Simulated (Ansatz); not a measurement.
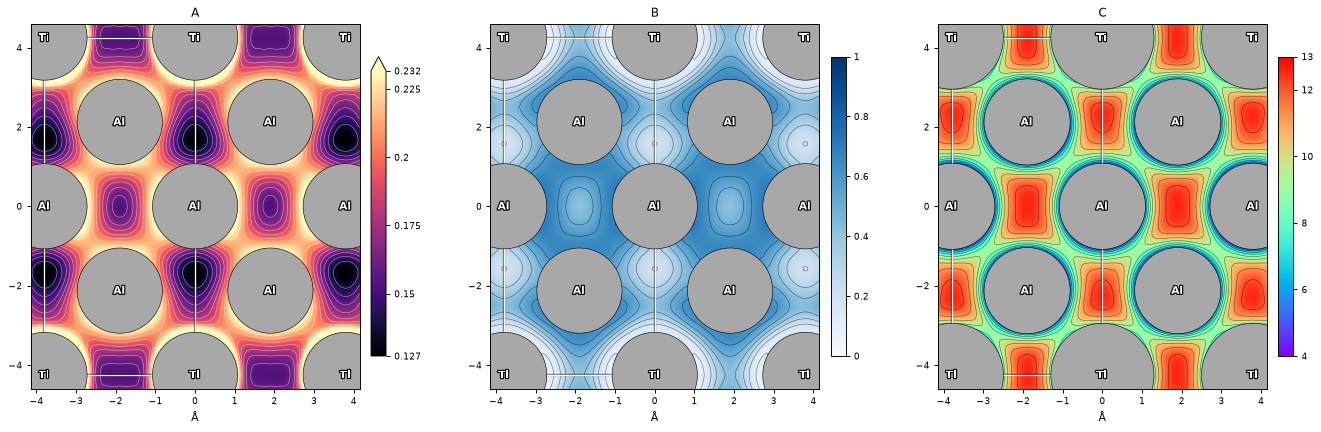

TiAl3: 3 fields on the (010) plane of the conventional cell, with unlabelled colour scales. Grey discs cover the atomic cores.

Space group I4/mmm; a structure from a database of computed crystals, not necessarily the ambient phase.

All numbers below come from Kohn-Sham DFT of a periodic cell, LDA, Ansatz PAW in Ansatz 0.2.0.

Input

```
crystal:
  lattice:
    - [-1.8982801649, 1.8982801649, 4.2519386083]
    - [1.8982801649, -1.8982801649, 4.2519386083]
    - [1.8982801649, 1.8982801649, -4.2519386083]
  atoms:
    - { symbol: Ti, position: [0.0, 0.0, 0.0] }
    - { symbol: Al, position: [0.25, 0.75, 0.5] }
    - { symbol: Al, position: [0.75, 0.25, 0.5] }
    - { symbol: Al, position: [0.5, 0.5, 0.0] }
hamiltonian:
  xc: lda
  pseudopotentials: { kind: paw }
kpoints:
  mp_grid: { grid: [10, 10, 10] }
scf:
  occupations: { method: fermi_dirac, width: 0.05 }
output:
  forces: true
  stress: true
  eigenvalues: true
  write_density: true
  write_potential: true
  elf: true
  volumetric_format: npy
```

Run with:

```sh
ansatz run input.yaml --threads 2 --pin off --max-ram 5632MiB --backend cpu --events-out ev --progress --plain --runs-dir out
```

Below, planes, directions and counts refer to the conventional cell (a = 3.80 Å, b = 3.80 Å, c = 8.50 Å, α = 90.00°, β = 90.00°, γ = 90.00°).

Q: Match the panels to the quantities (electron localisation function, electrostatic potential energy of an electron and valence pseudo-density).

A: Panel A: valence pseudo-density. Panel B: electron localisation function. Panel C: electrostatic potential energy of an electron (low next to the atoms, rising into the space between them). From the grid: Ti–Al (2.85 Å): the density is about 0.21 e/Å³ at the midpoint; the ELF is about 0.40 at the midpoint. Al–Al (2.85 Å): ρ is about 0.21 e/Å³ halfway; the ELF peaks at about 0.60 between the atoms.
